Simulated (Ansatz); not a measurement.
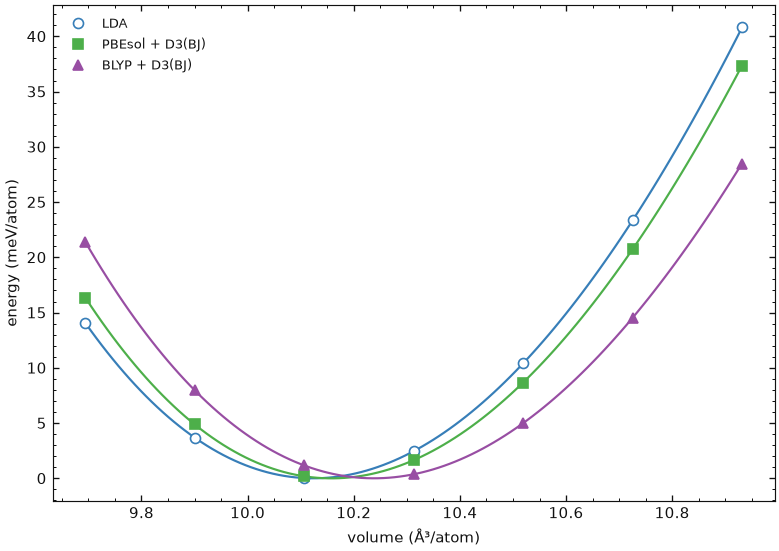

The picture above shows the energy against volume, with one curve for each functional, for SiC (space group P6_3mc).

Calculation (Ansatz 0.2.0): plane-wave DFT, no spin polarisation; energies at scaled volumes of the given cell, shape and fractions fixed, counted from the fit's minimum, third-order Birch-Murnaghan fit. All runs: no spin polarisation.

```tsv
setting	value
k mesh	10×10×3
occupations	Fermi–Dirac
smearing width	0.05 eV
```

Settings that differ: LDA: density cutoff 3900 eV, wave cutoff 780 eV, potentials JTH-PAW-LDA; PBEsol + D3(BJ): density cutoff 1680 eV, wave cutoff 420 eV, potentials Ansatz PAW; BLYP + D3(BJ): density cutoff 1680 eV, wave cutoff 420 eV, potentials Ansatz PAW.

Question: Order the curves by fitted equilibrium volume, smallest first.

Answer: LDA 10.124, PBEsol + D3(BJ) 10.158, BLYP + D3(BJ) 10.238 Å³/atom.

Keep in mind: the functional was run on potentials made for another functional (BLYP + D3(BJ)); shape and atomic fractions are frozen while scaling, which makes layered, chain and framework solids too stiff.
